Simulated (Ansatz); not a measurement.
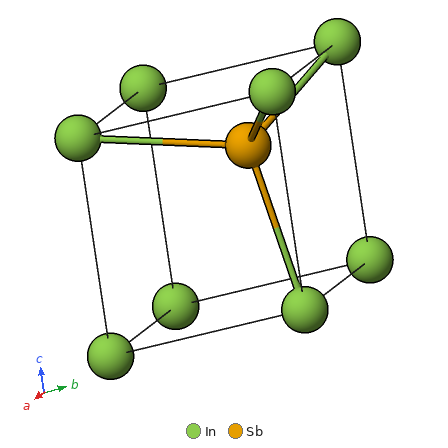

System: a slab cut from InSb (slab content In₅Sb₅), space group F-43m (No. 216). The picture shows the bulk cell.

Starting cell:
```yaml
crystal:
  lattice:
    - [0.00000, 3.27758, 3.27758]
    - [3.27758, 0.00000, 3.27758]
    - [3.27758, 3.27758, 0.00000]
  atoms:
    - { symbol: In, position: [0.00000, 0.00000, 0.00000] }
    - { symbol: Sb, position: [0.75000, 0.75000, 0.75000] }
```

Input of one of the runs behind the figure:
```
crystal:
  lattice:
    - [4.6351943571, 0.0, 0.0]
    - [0.0, 6.555154724, 0.0]
    - [0.0, 0.0, 24.2703887141]
  atoms:
    - { symbol: In, position: [0.5, 0.5, 0.3090185365] }
    - { symbol: Sb, position: [0.0, 0.25, 0.3090185365] }
    - { symbol: In, position: [0.0, 0.0, 0.4045092682] }
    - { symbol: Sb, position: [0.5, 0.75, 0.4045092682] }
    - { symbol: In, position: [0.5, 0.5, 0.5] }
    - { symbol: Sb, position: [0.0, 0.25, 0.5] }
    - { symbol: In, position: [0.0, 0.0, 0.5954907318] }
    - { symbol: Sb, position: [0.5, 0.75, 0.5954907318] }
    - { symbol: In, position: [0.5, 0.5, 0.6909814635] }
    - { symbol: Sb, position: [0.0, 0.25, 0.6909814635] }
basis:
  ecutwfc: 500
kpoints:
  mp_grid: { grid: [8, 6, 1] }
hamiltonian:
  xc: r2scan
scf:
  occupations: { method: gaussian, width: 0.1 }
output:
  forces: true
  eigenvalues: true
relax:
  adjacent_minimum: "off"
  f_tol: 0.02
  max_steps: 60
efield:
  axis: 3
  dipole_correction: true
  ramp_width: 0.04
```

Run as:
```bash
ansatz run input.yaml --threads 2 --pin off --max-ram 5120MiB --backend cpu --events-out ev --progress --plain --runs-dir out
```

Calculation (Ansatz 0.2.0): spacing and rumpling of the atomic planes of a slab cut from the relaxed bulk cell along the Miller plane (conventional indices), bottom to top, after all atoms relax, plane waves with PAW datasets, Γ-centred k mesh. Level: r2SCAN, no spin polarisation.

space group in which the indices count 216; Miller index h 1; Miller index k 1; Miller index l 0; top plane InSb; bottom plane InSb; planes 5; surface cell (1, 1); slab thickness as cut 9.27 Å; vacuum 15 Å; surface area 30.38 Å²; surface a 4.635 Å; surface b 6.555 Å; surface angle 90 °; slab atoms 10; wave cutoff 500 eV; k mesh 8×6×1; occupations Gaussian; smearing width 0.1 eV; boundary dipole corrected.

Predict the spacing change of each pair of planes. The cases: 1–2; 2–3; 3–4; 4–5.

The least value, −0.167 Å, is that of 1–2 and 4–5, and the largest, 0.035 Å, that of 2–3 and 3–4.

```
pair of planes  spacing change (Å)  spacing to next (Å)
           1–2              -0.167                2.150
           2–3               0.035                2.353
           3–4               0.035                2.353
           4–5              -0.167                2.150
```

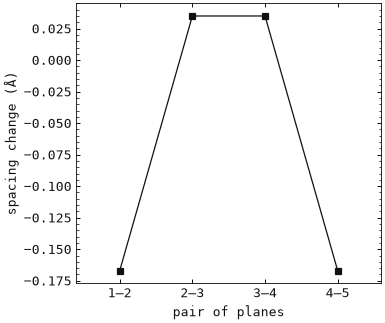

Limits of the calculation: coarse k mesh; k mesh lowers the symmetry.
